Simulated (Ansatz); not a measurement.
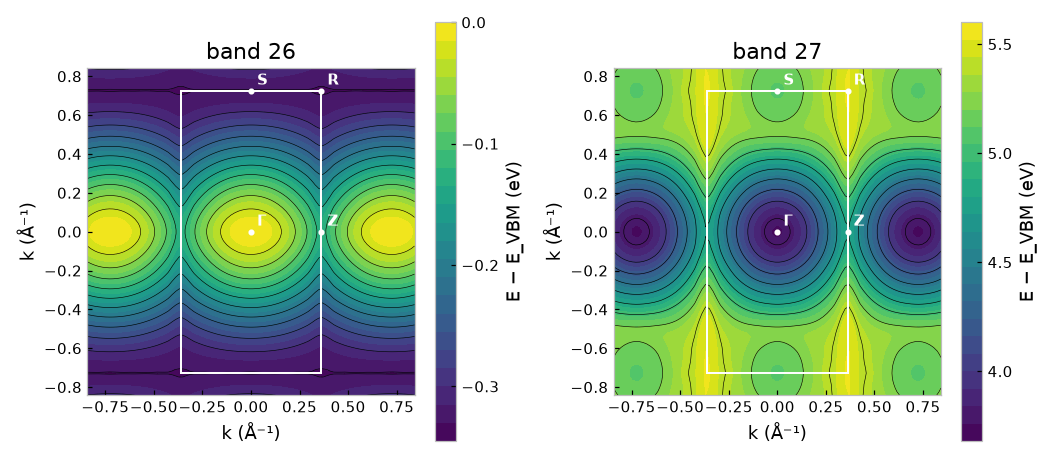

Two bands of KI in space group Cmcm over the plane through Γ, Z and S: the highest mostly filled and the lowest mostly empty one.

Method: Ansatz 0.2.0, DFT PBE, scalar-relativistic, plane waves, PAW; levels and slopes on a dense k mesh at the converged density. No spin polarisation. The levels come from a k mesh of 24×24×12 points. The geometry was not relaxed. The cell comes from a database of computed structures, not from a measurement.

Question: Give both levels and their distance at the named points.

Answer:
```tsv
point	lower band (eV)	upper band (eV)	distance (eV)
Γ	0.00	3.75	3.75
Z	−0.13	4.81	4.94
S	−0.33	5.11	5.44
R	−0.33	5.54	5.87
```

Question: Where are the band edges of the whole zone?

Answer: The valence band has one maximum at Γ, principal masses 0.49, 2.37 and 3.02 mₑ; the conduction band has one minimum at Γ, principal masses 0.33, 0.34 and 0.35 mₑ. The gap is direct, 3.75 eV at this level of theory, which underestimates gaps and can reorder valleys that lie close.

Spin-orbit coupling, left out here, can change the gap, its kind, the place of the band edges and the masses, since the compound holds I.
